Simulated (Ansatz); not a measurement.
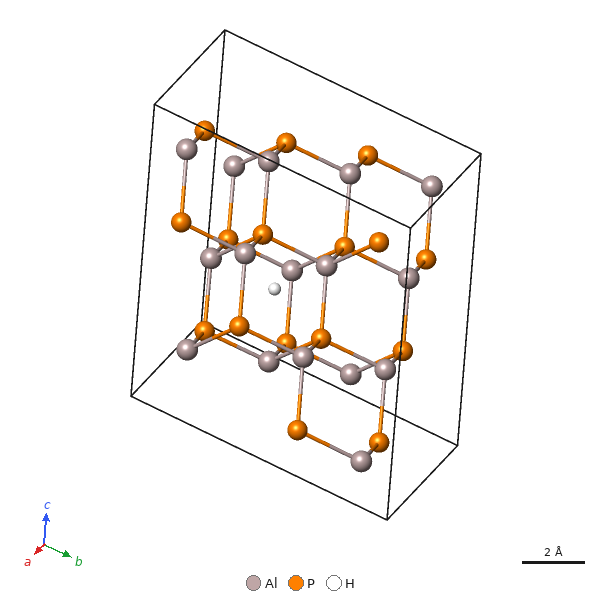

Drawn in the ball-and-stick manner and seen slightly off an axis. The wireframe shows the supercell. The host is AlP, in a cell of 32 sites, and the cell carries a charge of +1.

Question: What kind of defect was put in?

Answer: An interstitial hydrogen atom. It is bonded to no bonds drawn.

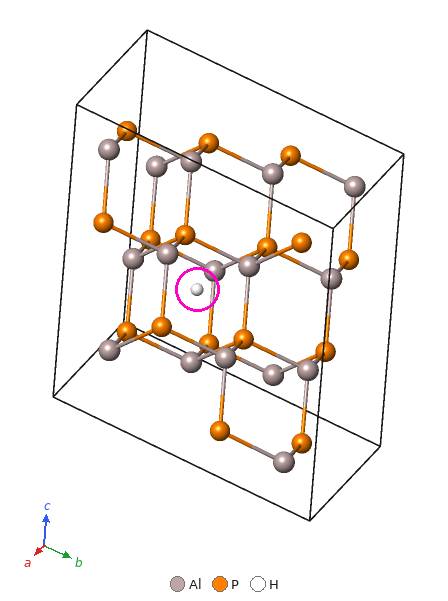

The same cell with a ring at the defect's site.

The atoms were relaxed in the host's cell with DFT PBE, scalar-relativistic, plane waves, PAW (Ansatz).
